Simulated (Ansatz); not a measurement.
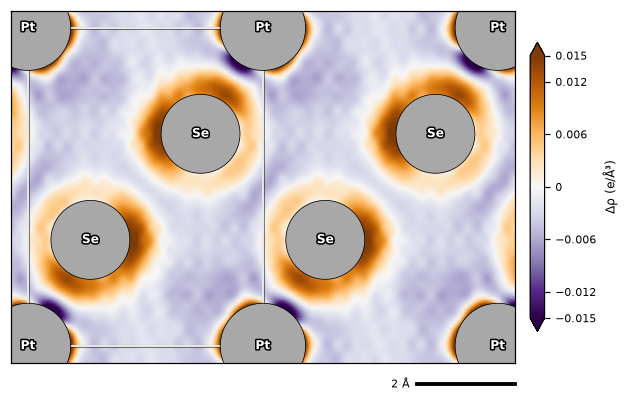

PtSe2. Difference of the valence pseudo-densities of two functionals at the same geometry, on the (110) plane of the calculation cell: r2SCAN less PBEsol.

Both computed with Ansatz (plane waves, PAW), on the same k-point mesh. Grey discs cover the atomic cores.

**Where does the change of functional move the electrons?**

Against PBEsol, r2SCAN gives less density around Pt (−0.004 e/Å³ on average at 1.0 Å from the nucleus), more density around Se (+0.008 e/Å³ on average at 1.0 Å from the nucleus), less density in the space between the atoms (−0.003 e/Å³ on average) and a change of +0.005 e/Å³ at the midpoint of Pt–Se.
